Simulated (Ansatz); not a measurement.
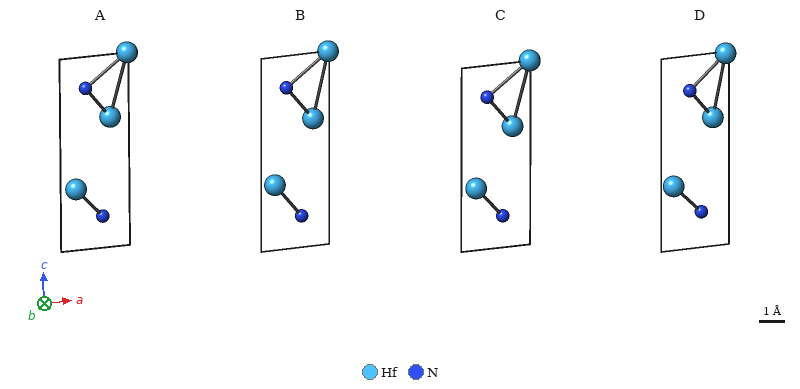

4 geometries from one relaxation of a crystal of Hf₃N₂ (set up in P1), in shuffled order. Style: ball-and-stick. Shown: the cell of the calculation, reduced to other axes, along the b axis. Lengths and directions refer to the drawn axes.

Case: cure: more steps.

These are results of DFT r2SCAN, scalar-relativistic, plane waves, PAW (Ansatz), not measurements. (plane-wave cutoff 500 eV; k-point mesh 6 × 6 × 6; occupations gaussian; smearing width 0.1 eV; no spin polarisation; cell and atoms relaxed; force threshold 0.005 eV/Å; at most 100 steps)

### Put them in the order of the run, from the start to the converged end.

D, A, C, B. They are steps 0, 1, 2, 7, at +129 meV per atom, +70.1 meV per atom, +64.1 meV per atom relative to the last. The largest move relative to the cell is that of an N atom, 0.18 Å roughly along [−3 0 1]. By element the largest moves are N 0.18 Å, Hf 0.12 Å. The drawn cell changes as follows: a = b 3.199 → 3.209 Å (+0.3 %), c 7.972 → 7.985 Å (+0.2 %); the volume changes by +0.8 %. Near-neighbour distances that change, for instance: Hf–N 2.467 → 2.247 Å, Hf–N 2.434 → 2.247 Å, Hf–N 2.120 → 2.298 Å, Hf–Hf 3.046 → 3.218 Å. Among the angles between lasting bonds that change: Hf–N–Hf 97.0° → 88.6°, Hf–N–Hf 170.1° → 178.2°, Hf–N–Hf 96.5° → 88.6°. The space group (tolerance 0.01 Å) goes from P1 (No. 1) to R-3m (No. 166). After 6 accepted moves (7 points after the start) the energy has fallen by 129 meV per atom. The largest force component goes from 2.2 to 0.00065 eV/Å. Pressure: 5.74 GPa at the start and 0.00 GPa at the end. The SCF was repeated once at an unchanged geometry on a basis and grid sized afresh for the cell, which shifted the energy by less than 0.05 meV per atom at most.
